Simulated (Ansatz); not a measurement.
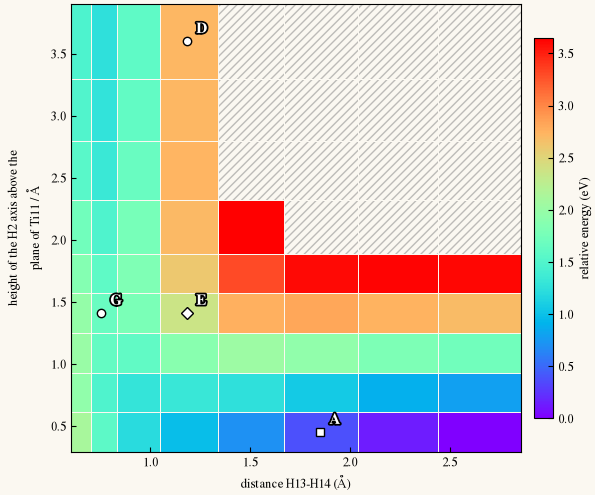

H₂ on a Ti(100) slab cut from the P6/mmm phase, its upper half relaxed before the scan (12 atoms of substrate and one adsorbate in a 2 × 1 cell). H2 lies flat over one site of a rigid substrate while its bond length and height are varied; it sits over a hollow of the top layer over the deeper atom Ti9, heights counted from the top plane, its axis along the first surface vector. Coordinates scanned: (1) distance H13-H14; (2) height of the H2 axis above the plane of Ti11. The scan uses an 8 × 9 grid. At 15 points there is no value (left out: too close to the surface, or the stretched molecule far from it). Points are written as (first, second). All energies are given in eV relative to the lowest grid point. Theory: Ansatz, DFT PBE, scalar-relativistic, plane waves, PAW. Settings: cutoff 420 eV, k-mesh 5×6×1, gaussian smearing 0.1 eV, no spin polarisation.

The picture shows one coloured cell a grid point, hatched blanks where no value was computed, lettered points.

Q: What kind of point is each of E, G: minimum, saddle, maximum or slope?

A: E: on a slope; G: saddle point. (In these two coordinates alone; a stationary point may lie a little off the grid point.)

Q: Rank the lettered points by energy, lowest first.

A: A (0.38 eV), G (1.67 eV), E (2.35 eV), D (2.72 eV).

PAW datasets: the set soft_1.
